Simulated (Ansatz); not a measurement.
# Zn$_{2}$N: what the fields show

Input

```
crystal:
  lattice:
    - [3.1232866475, 0.0, 0.0]
    - [0.0, 3.1232866475, 0.0]
    - [0.0, 0.0, 3.9543701449]
  atoms:
    - { symbol: Zn, position: [0.0, 0.0, 0.0] }
    - { symbol: Zn, position: [0.5, 0.5, 0.5] }
    - { symbol: "N", position: [0.5, 0.5, 0.0] }
basis:
  ecutwfc: 420
kpoints:
  mp_grid: { grid: [14, 14, 12] }
hamiltonian:
  xc: pbe
scf:
  occupations: { method: gaussian, width: 0.1 }
output:
  forces: true
  stress: true
  eigenvalues: true
  write_density: true
  write_potential: true
  elf: true
  volumetric_format: npy
relax:
  adjacent_minimum: "off"
  f_tol: 0.01
  max_steps: 80
  cell: { stress_tol: 0.05 }
```

Run with:

```sh
ansatz run input.yaml --threads 1 --pin off --max-ram 2048MiB --backend cpu --events-out ev --progress --plain --runs-dir out
```

Below, planes, directions and counts refer to the conventional cell (a = 3.10 Å, b = 3.10 Å, c = 4.01 Å, α = 90.00°, β = 90.00°, γ = 90.00°).

The fields are those of the relaxed geometry.

Space group P4/mmm; a structure generated by program, which may or may not match a known phase; computed without spin polarisation.

Theory: DFT PBE, scalar-relativistic, plane waves, PAW (Ansatz).

The density is the valence pseudo-density of a PAW calculation; it isn't the true density close to the nuclei.

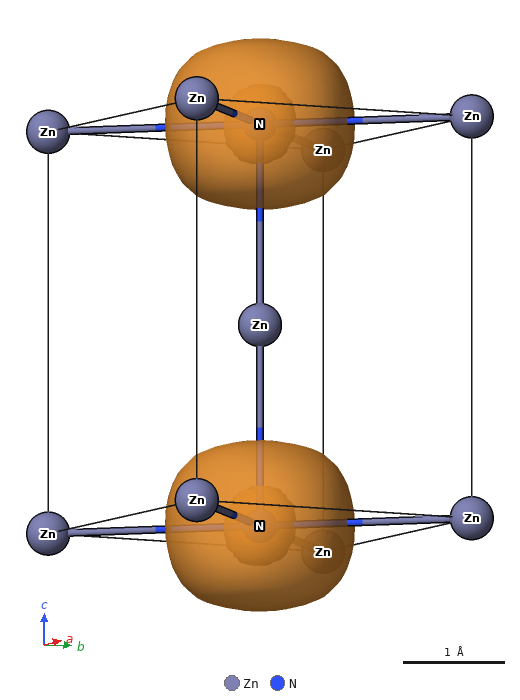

Figure 1. Isosurface of the ELF at 0.6 (orange), seen at an oblique angle. Core shells and regions of very low density are left out. Sticks mark near contacts.

**What do the ELF domains correspond to?**

The surface consists of one region wrapped around N (its valence shell), counted in one cell of 3 atoms. Regions shared between cells count once.


Zn–N (2.01 Å): the ELF peaks at about 0.80 in the valence shell of N, 0.6 Å from its nucleus, and is about 0.30 at the midpoint. Zn–N (2.19 Å): the ELF peaks at about 0.85 in the valence shell of N, 0.7 Å from its nucleus, and is about 0.25 at the midpoint: no shared electron pair shows on this line.

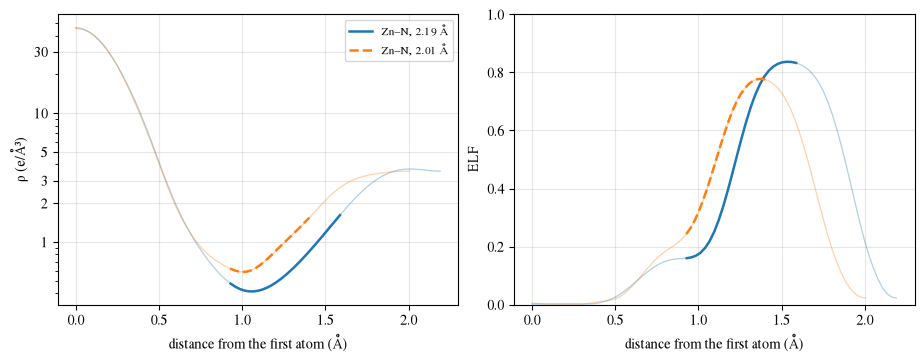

Figure 2. Valence pseudo-density and electron localisation function along straight lines between neighbouring atoms. Thin, pale parts lie inside the atomic spheres.

**Compare the contacts.**

Zn–N (2.19 Å): the density is about 0.42 e/Å³ at the midpoint; the ELF peaks at about 0.85 in the valence shell of N, 0.7 Å from its nucleus, and is about 0.25 at the midpoint (no localised pair shows between them).
Zn–N (2.01 Å): ρ is about 0.59 e/Å³ halfway; the ELF peaks at about 0.80 in the valence shell of N, 0.6 Å from its nucleus, and is about 0.30 at the midpoint.

**Does the calculation make it a metal, or give it a gap?**

It is metallic or semimetallic at this level of theory: no gap opens.
